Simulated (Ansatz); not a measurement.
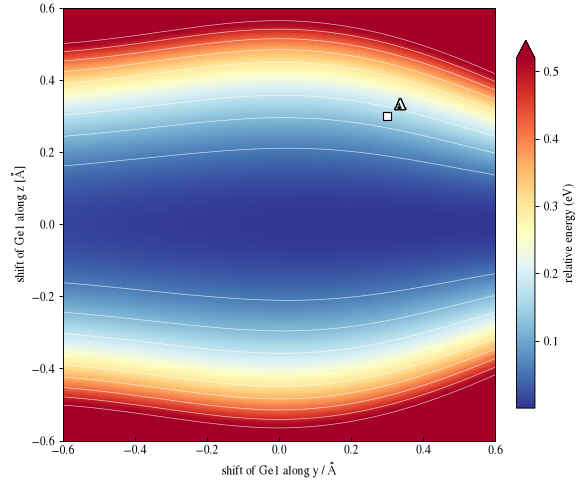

Ge (Cmcm, No. 63; 2 atoms in the cell). 
- Atom Ge1 is moved over a plane while all other atoms and the cell stay fixed (its periodic images move with it) (x along [1 0 0], y along [0 1 0], z along [0 0 1] of the conventional cell).
- The first coordinate is: shift of Ge1 along y; the second: shift of Ge1 along z.
- The grid has 5 × 5 points; 15 points were computed and 10 follow by symmetry.
- Points are written as (first, second).
- Energies are in eV per cell, from the lowest grid point.
- The reference cell is the one listed in the database, not relaxed at this level.
- The calculation used DFT PBEsol, scalar-relativistic, plane waves, PAW in Ansatz. Settings: cutoff 420 eV, k-mesh 18×18×10 in the order of the run's cell vectors, gaussian smearing 0.15 eV, no spin polarisation.

In the figure: a smooth colour map with a few white contour lines, one colour for all values above the top of the scale, the point A. Between grid points the surface is interpolated.

Q: Which way does the force act at A, and how strong is it?

A: A, at (0.3 Å, 0.3 Å), is not a stationary point. The computed force is 1.1 eV/Å in the plane, pointing down in the picture (components −0.2 and −1.1 eV/Å).
